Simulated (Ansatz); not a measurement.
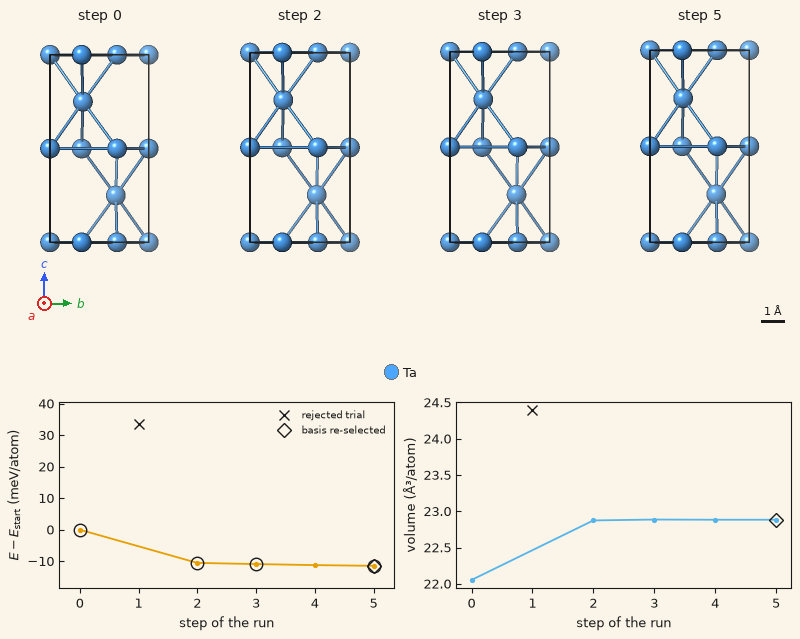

Frames of a relaxation of a crystal of Ta (set up in P6_322), marked on the history of the run. A ball-and-stick model of the cell of the calculation, seen along the a axis.

These are results of DFT r2SCAN, scalar-relativistic, plane waves, PAW (Ansatz 0.2.0), not measurements. Set-up: plane-wave cutoff 500 eV; k-point mesh 12 × 12 × 6; occupations gaussian; smearing width 0.1 eV; no spin polarisation; cell and atoms relaxed; force threshold 0.005 eV/Å; at most 80 steps.

Describe the path.

Over 3 accepted moves (5 points after the start) the energy falls by 11.5 meV per atom. Largest force component: 0.048 eV/Å at the start, 0.0031 eV/Å at the end. Pressure: 4.61 GPa at the start and 0.01 GPa at the end. The line search rejected the trial step at point 1 of the run. The SCF was repeated once at an unchanged geometry on a basis and grid sized afresh for the cell, which shifted the energy by 0.2 meV per atom at most. The largest moves relative to the cell, 0.014 Å, are those of Ta atoms. The volume changes by +3.8 %, with a = b 4.983 → 5.016 Å (+0.7 %), c 8.203 → 8.401 Å (+2.4 %). Near-neighbour distances that change, for instance: Ta–Ta 2.769 → 2.811 Å, Ta–Ta 2.659 → 2.700 Å, Ta–Ta 2.933 → 2.940 Å. The space group stays P6_322 (No. 182). The run took 6.8 min on 2 threads of AMD EPYC 7R43 64-Core Processor (Zen 3), on a shared host, peak memory 1.3 GiB. From step 0 to 2: volume +3.7 %, energy −10.5 meV per atom. From step 2 to 3: energy −0.4 meV per atom. From step 3 to 5: energy −0.6 meV per atom.
